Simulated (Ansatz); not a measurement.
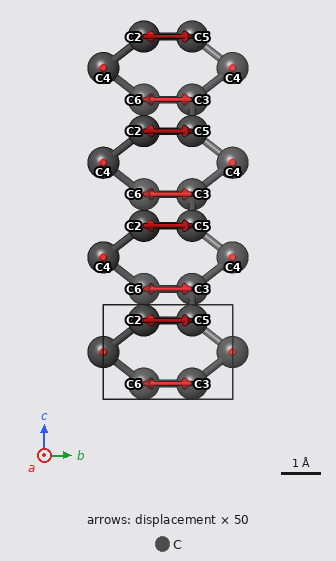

A relaxation of a crystal of C (a generated structure, set up in P6_422) (coarse preliminary run). The starting structure is drawn; red arrows show the displacements (the part carried along by the change of the cell is left out), 50 times their true length.

The picture is a ball-and-stick view of the cell of the calculation, repeated 1 × 1 × 4 with one cell outlined, seen along the a axis.

These are results of Ansatz, DFT PBE, scalar-relativistic, plane waves, PAW, not measurements. Set-up: plane-wave cutoff 420 eV; k-point mesh 6 × 6 × 8; occupations gaussian; smearing width 0.1 eV; no spin polarisation; cell and atoms relaxed; force threshold 0.04 eV/Å; at most 70 steps.

Q: Describe the change and its energy.

A: After 5 accepted moves (7 points after the start) the energy has fallen by 0.820 eV per cell of the calculation. The largest force component goes from 1.3 to 0.00074 eV/Å. Pressure: 59.53 GPa at the start and 0.05 GPa at the end. At 2 points the geometry stayed and the basis and grid were re-selected for the new cell (energy shift of 36.6 meV per cell of the calculation at most each time). The largest moves relative to the cell, 0.030 Å, are those of C atoms. Cell: a = b 3.875 → 4.074 Å (+5.1 %), c 2.459 → 2.501 Å (+1.7 %). Volume +12.4 %. Among the contacts that change: C–C 1.463 → 1.548 Å, C–C 1.451 → 1.466 Å. The space group stays P6_422 (No. 181).
